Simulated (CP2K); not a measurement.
**AlN: 6 runs along one coordinate**

System: AlN (P1, 4 atoms in the cell).
Method: Kohn-Sham DFT of a periodic cell, revPBE, GTH-PBE with UZH-TZVP basis, no spin polarisation (CP2K 2026.2).

The 6 runs differ only in the geometry, by an even scaling of the cell at fixed fractional positions. The structure derives from an entry of the Crystallography Open Database.

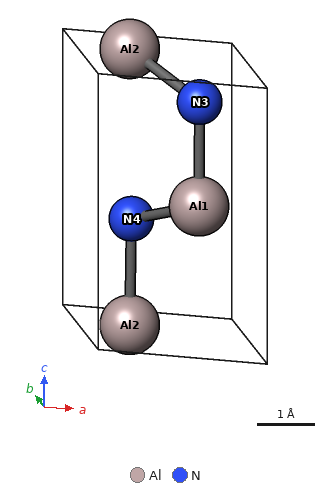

Figure 1. The structure of run 4 (ball-and-stick view of the cell of the calculation, seen slightly off an axis; atoms are numbered from 1 in the order of the input). An atom can appear more than once, as a periodic image.

### Input of run 4
```
&GLOBAL
  PROJECT aln_eos
  RUN_TYPE ENERGY_FORCE
  PRINT_LEVEL LOW
&END GLOBAL
&FORCE_EVAL
  METHOD QS
  STRESS_TENSOR ANALYTICAL
  &DFT
    BASIS_SET_FILE_NAME BASIS_MOLOPT_UZH
    POTENTIAL_FILE_NAME POTENTIAL_UZH
    WFN_RESTART_FILE_NAME previous-RESTART.kp
    &MGRID
      CUTOFF 450
      REL_CUTOFF 60
      NGRIDS 5
    &END MGRID
    &QS
      METHOD GPW
      EPS_DEFAULT 1.0E-10
    &END QS
    &KPOINTS
      SCHEME MONKHORST-PACK 10 10 6
      GAMMA_CENTERED T
      SYMMETRY T
      SYMMETRY_BACKEND SPGLIB
    &END KPOINTS
    &SCF
      SCF_GUESS RESTART
      EPS_SCF 1.0E-6
      MAX_SCF 100
      ADDED_MOS 14
      CHOLESKY OFF
      EPS_EIGVAL 1.0E-7
      &DIAGONALIZATION ON
        ALGORITHM STANDARD
      &END DIAGONALIZATION
      &MIXING ON
        METHOD BROYDEN_MIXING
        ALPHA 0.4
        BETA 1.5
        NBUFFER 8
      &END MIXING
      &SMEAR ON
        METHOD GAUSSIAN
        SIGMA [eV] 0.05
      &END SMEAR
    &END SCF
    &XC
      &XC_FUNCTIONAL
        &GGA_X_PBE_R
        &END GGA_X_PBE_R
        &GGA_C_PBE
        &END GGA_C_PBE
      &END XC_FUNCTIONAL
    &END XC
    &PRINT
      &KPOINTS ON
      &END KPOINTS
      &MULLIKEN ON
      &END MULLIKEN
      &MO ON
        ENERGIES T
        OCCUPATION_NUMBERS T
        &EACH
          QS_SCF 0
        &END EACH
        ADD_LAST NUMERIC
      &END MO
    &END PRINT
  &END DFT
  &SUBSYS
    &CELL
      ABC 3.1336164949 3.1336164949 5.0139877163
      ALPHA_BETA_GAMMA 90.0000000000 90.0000000000 119.9999999992
      PERIODIC XYZ
    &END CELL
    &COORD
      SCALED
      Al  0.6669120000 0.3362360000 0.4998430000
      Al  0.3268940000 0.6678470000 -0.0018600000
      N   0.6696610000 0.3331100000 0.8779580000
      N   0.3369420000 0.6692960000 0.3828520000
    &END COORD
    &KIND Al
      BASIS_SET TZVP-MOLOPT-PBE-GTH-q3
      POTENTIAL GTH-PBE-q3
    &END KIND
    &KIND N
      BASIS_SET TZVP-MOLOPT-PBE-GTH-q5
      POTENTIAL GTH-PBE-q5
    &END KIND
    &PRINT
      &ATOMIC_COORDINATES ON
      &END ATOMIC_COORDINATES
      &CELL ON
      &END CELL
    &END PRINT
  &END SUBSYS
  &PRINT
    &FORCES ON
    &END FORCES
    &STRESS_TENSOR ON
    &END STRESS_TENSOR
  &END PRINT
&END FORCE_EVAL
```

Command:
```bash
OMP_NUM_THREADS=1 cp2k.psmp -i aln_eos.inp -o aln_eos.out
```

Lattice vectors (Å) and fractional positions of run 4:
```
   3.133616    0.000000    0.000000
  -1.566808    2.713791    0.000000
   0.000000    0.000000    5.013988
Al  0.666912  0.336236  0.499843
Al  0.326894  0.667847 -0.001860
N   0.669661  0.333110  0.877958
N   0.336942  0.669296  0.382852
```

Run 2 has the same physical settings and fractional positions; its lattice vectors (Å) are:
```
   3.070927    0.000000    0.000000
  -1.535464    2.659501    0.000000
   0.000000    0.000000    4.913681
```

### Results, with one run withheld

| run | volume per atom (Å³) | free energy per atom, from the lowest run given (meV) | pressure (GPa) | gap on the mesh (eV) |
| --- | --- | --- | --- | --- |
| 1 | 9.824 | 38.97 | 16.93 | 4.82 |
| 2 | 10.033 | ? | ? | ? |
| 3 | 10.242 | 7.92 | 7.18 | 4.44 |
| 4 | 10.660 | 0.00 | −0.85 | 4.09 |
| 5 | 10.869 | 3.22 | −4.31 | 3.92 |
| 6 | 11.078 | 10.93 | −7.47 | 3.75 |

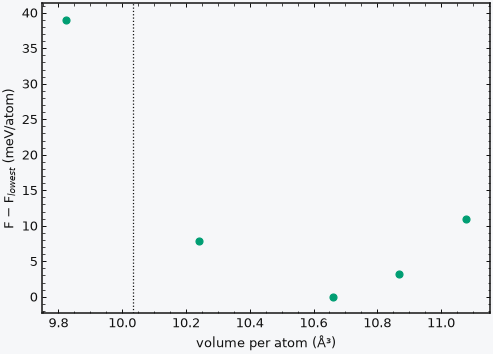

Figure 2. Free energy per atom of the runs given; the dotted line marks run 2.

Fit the runs given and predict run 2.

A cubic polynomial in V^(−2/3) (the Birch–Murnaghan form), fitted to the 5 runs given, misses them by at most 0.06 meV per atom. With x = V^(−2/3) − 0.20831 Å⁻², it reads F = 0.34614 + 821.61 x + 3.2638e+05 x² − 55691 x³ (meV per atom). At run 2 it gives 20.28 meV per atom, and the run itself gives 20.27. The slope of the fit gives a pressure −dF/dV of 11.81 GPa there, and the run prints 11.82 GPa. The fit has its minimum at 10.614 Å³ per atom, where V d²F/dV² gives 188 GPa. Cell shape and fractional positions are held, so this is the stiffness under even scaling; the relaxed bulk modulus wasn't computed. The gap on the mesh goes, without turning, from 4.82 eV in run 1 to 3.75 eV in run 6; run 2 has 4.62 eV. These are gaps of this functional on this mesh, which can miss the band edges; they aren't the measured gap.

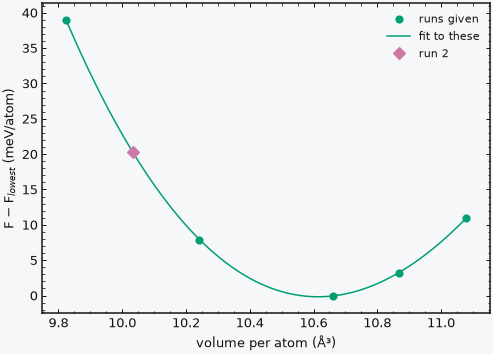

Figure 3. The fit and the withheld run.

### Some lines of the output (run 2)
```
[...]
 MO| Band gap:            0.258347 a.u.          7.029968 eV
 MO| Band gap:            0.264019 a.u.          7.184310 eV
 MO| Band gap:            0.269909 a.u.          7.344589 eV
 MO| Band gap:            0.263448 a.u.          7.168792 eV
 MO| Band gap:            0.257771 a.u.          7.014294 eV
 MO| Band gap:            0.275403 a.u.          7.494107 eV
 MO| Band gap:            0.276128 a.u.          7.513826 eV
 MO| Band gap:            0.267214 a.u.          7.271252 eV
 MO| Band gap:            0.269940 a.u.          7.345452 eV
 MO| Band gap:            0.266471 a.u.          7.251056 eV
 MO| Band gap:            0.275196 a.u.          7.488473 eV
 MO| Band gap:            0.295384 a.u.          8.037796 eV
 MO| Band gap:            0.258762 a.u.          7.041262 eV
 MO| Band gap:            0.264937 a.u.          7.209299 eV
```
